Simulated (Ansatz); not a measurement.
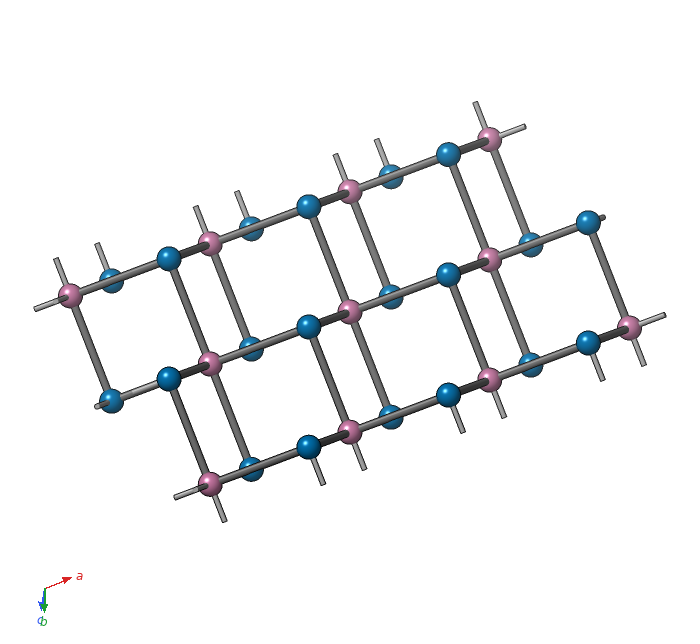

The picture shows a finite piece of the underlying net of a crystal structure, nodes on the atoms' positions. Nodes are coloured by topological kind. One layer is drawn. Edges to nodes outside the piece are drawn as stubs.

What net is this?

Answer. A binodal (3,6)-connected, two-periodic (layers) net. It is the kgd net, known from the layers of CdI2 (1T type).

Give point symbol and coordination sequence of each kind of node.

Answer. 3-connected node: 4^3, sequence 3, 12, 9, 24, 15, 36; 6-connected node: 4^6.6^6.8^3, sequence 6, 6, 18, 12, 30, 18.

Where the net comes from. ZrS2 (space group P-3m1, No. 164). Coordinates: the input geometry of an electronic-structure calculation (not necessarily at equilibrium). Bonds are taken as S–Zr below 2.9 Å; no other contact counts. Simplification: prune 0- and 1-connected atoms, fold 2-connected ones into links. S is a 3-connected node; Zr is a 6-connected node, in the ratio 2:1.
